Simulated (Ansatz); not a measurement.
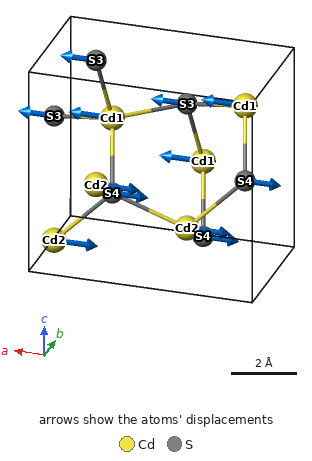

The lowest optical mode of crystalline CdS (a generated structure), space group Cm (No. 8), at the zone centre. The blue arrows are the displacements of the atoms (eigenvector over the root of the mass), of arbitrary overall length and sign. A ball-and-stick model of the conventional cell (2 times the calculation's cell), seen from a free direction. Lengths and directions refer to the drawn axes.

Computed with DFT PBE, scalar-relativistic, plane waves, PAW (Ansatz). Set-up: plane-wave cutoff 420 eV; k-point mesh 8 × 8 × 4; occupations fixed; no spin polarisation.

Frequencies are those without the non-analytic (LO–TO) term.

Is this crystal at a minimum with respect to the drawn distortion?

Answer. Yes: this softest mode has a real frequency, and so have all others here. That speaks for this wave vector alone: the rest of the zone wasn't checked in this run. This is a doubly degenerate mode (one member of the set is drawn) at 43 cm⁻¹, the lowest optical level. All motion is along a; atoms of one kind move against one another, with no net shift of any sublattice; it mainly bends the Cd–S bonds; the kinetic energy is shared as Cd 84 %, S 16 %.
